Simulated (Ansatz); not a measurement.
Ir (Pm-3m, No. 221): the input geometry of an electronic-structure calculation (not necessarily at equilibrium); the starting structure was generated, so it need not be a known form of this composition.

```
Ir
1.0
     2.52804    0.00000    0.00000
     0.00000    2.52804    0.00000
     0.00000    0.00000    2.52804
Ir
1
Direct
  0.00000 0.00000 0.00000
```

**What will a Z-contrast image along [221] show? Simulated incoherent Z contrast: every atom adds Z^1.7 spread by a probe of 0.59 Å full width; channelling and multiple scattering are left out. The probe carries 25 % of its weight in a tail 2.5 times as wide. Shot noise and the speckle of an amorphous layer were added.**

The columns repeat on a centred rectangular net of 1.19 × 3.58 Å (plane group c2mm). All columns are alike (Ir). The shortest distance between visible columns is 1.19 Å in projection. Along the beam the structure repeats every 7.58 Å.

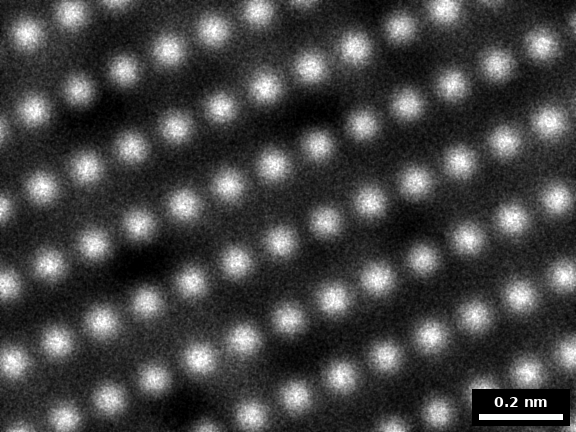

The simulated image.
